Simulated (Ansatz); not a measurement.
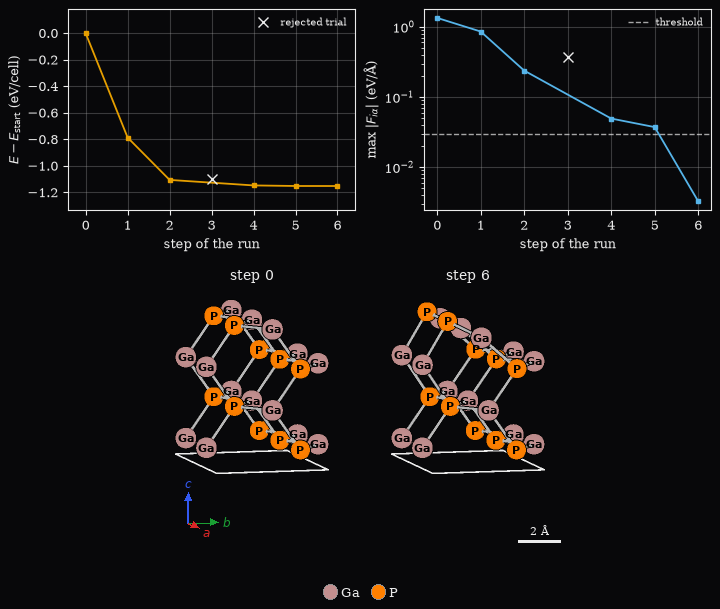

First and last geometry of a constrained relaxation of a slab of composition GaP (cut from the F-43m phase), with the history of the run. The picture is a ball-and-stick view of the cell of the calculation, outlined in the plane, without the vacuum (origin shifted), seen slightly off an axis.

Case: clean slab, lower half held. The slab is the (1 1 0) face of GaP. 8 atoms are held fixed.

Method: Ansatz 0.2.0, DFT PBE, scalar-relativistic, plane waves, PAW.

Input
```yaml
crystal:
  lattice:
    - [7.7853497811, 0.0, 0.0]
    - [0.0, 5.5050736241, 0.0]
    - [0.0, 0.0, 22.8390123358]
  atoms:
    - { symbol: Ga, position: [0.25, 0.5, 0.3721702092] }
    - { symbol: Ga, position: [0.75, 0.5, 0.3721702092] }
    - { symbol: P, position: [0.5, 0.25, 0.3721702092] }
    - { symbol: P, position: [0.0, 0.25, 0.3721702092] }
    - { symbol: Ga, position: [0.5, 0.0, 0.4573900697] }
    - { symbol: Ga, position: [0.0, 0.0, 0.4573900697] }
    - { symbol: P, position: [0.75, 0.75, 0.4573900697] }
    - { symbol: P, position: [0.25, 0.75, 0.4573900697] }
    - { symbol: Ga, position: [0.75, 0.5, 0.5426099303] }
    - { symbol: Ga, position: [0.25, 0.5, 0.5426099303] }
    - { symbol: P, position: [0.0, 0.25, 0.5426099303] }
    - { symbol: P, position: [0.5, 0.25, 0.5426099303] }
    - { symbol: Ga, position: [0.0, 0.0, 0.6278297908] }
    - { symbol: Ga, position: [0.5, 0.0, 0.6278297908] }
    - { symbol: P, position: [0.25, 0.75, 0.6278297908] }
    - { symbol: P, position: [0.75, 0.75, 0.6278297908] }
basis:
  ecutwfc: 420
kpoints:
  mp_grid: { grid: [4, 5, 1] }
hamiltonian:
  xc: pbe
scf:
  occupations: { method: gaussian, width: 0.05 }
output:
  forces: true
  eigenvalues: true
  write_density: true
  write_potential: true
  elf: true
  volumetric_format: npy
relax:
  adjacent_minimum: "off"
  f_tol: 0.03
  max_steps: 70
  constraints: [{ sites: [0, 1, 2, 3, 4, 5, 6, 7] }]
efield:
  axis: 3
  dipole_correction: true
  ramp_width: 0.04
```

Run as
```bash
ansatz run input.yaml --threads 4 --pin off --max-ram 10240MiB --backend cpu --events-out ev --progress --plain --runs-dir out
```

Q: Did the run converge, and what did it change?

A: It converged. The largest moves, 0.52 Å, are those of Ga13 and Ga14. Ga13 goes at 42° to the normal (−c side). By element the largest moves are Ga 0.52 Å, P 0.24 Å. The lattice vectors keep their values. Some distances before and after: P7–Ga9 2.384 → 2.461 Å, P11–Ga13 2.384 → 2.332 Å, Ga13–P15 2.384 → 2.341 Å, Ga5–P12 2.384 → 2.411 Å. Among the angles between lasting bonds that change: Ga10–P15–Ga13 109.5° → 92.4°, Ga5–P12–Ga14 109.5° → 95.9°, P11–Ga13–P15 109.5° → 122.5°. The energy falls by 1.152 eV per cell of the calculation in 5 accepted moves (6 points after the start). Largest force component: 1.3 eV/Å at the start, 0.0033 eV/Å at the end. The line search rejected the trial step at point 3 of the run.
